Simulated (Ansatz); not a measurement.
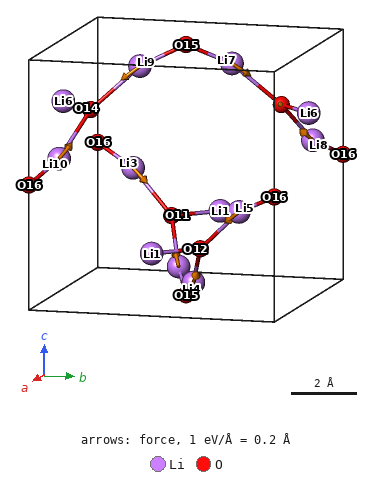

Starting geometry of a crystal of Li5O3 (a generated structure, set up in P-4n2) (coarse preliminary run) with the computed forces as orange arrows. The picture is a ball-and-stick view of the cell of the calculation, seen slightly off an axis.

Method: DFT PBE, scalar-relativistic, plane waves, PAW in Ansatz. Settings: plane-wave cutoff 420 eV; k-point mesh 2 × 2 × 2; occupations gaussian; smearing width 0.1 eV; collinear spin; cell and atoms relaxed; force threshold 0.04 eV/Å; at most 70 steps.

**Is this structure relaxed? If not, where do the atoms go?**

It isn't relaxed: the largest force vector, on Li atoms, is 3.79 eV/Å. The final displacements follow the starting forces only in part (cosine between the two patterns 0.52). The largest moves relative to the cell, 0.45 Å, are those of Li atoms. By element the largest moves are Li 0.45 Å, O 0.04 Å. The volume changes by −1.4 %, with a = b 7.856 → 7.964 Å (+1.4 %), c 7.833 → 7.513 Å (−4.1 %). Among the contacts that change: Li–Li 2.394 → 2.893 Å, Li–O 2.028 → 1.785 Å, Li–O 1.570 → 1.783 Å, Li–O 1.721 → 1.784 Å. Among the angles between lasting bonds that change: Li–O–Li 132.4° → 111.5°, Li–O–Li 147.9° → 131.6°, Li–O–Li 99.4° → 108.5°. The space group stays P-4n2 (No. 118). After 3 accepted moves (4 points after the start) the energy has fallen by 246 meV per atom. Largest force component: 2.8 eV/Å at the start, 0.022 eV/Å at the end. Pressure: 2.71 GPa at the start and 0.10 GPa at the end. The SCF was repeated once at an unchanged geometry on a basis and grid sized afresh for the cell, which shifted the energy by 0.1 meV per atom at most. The run took 100 s on 1 thread of Arm Neoverse V2, with other jobs on the host, peak memory 0.77 GiB.

Limits of the set-up: the k-point mesh is coarse for a cell with partly filled bands.
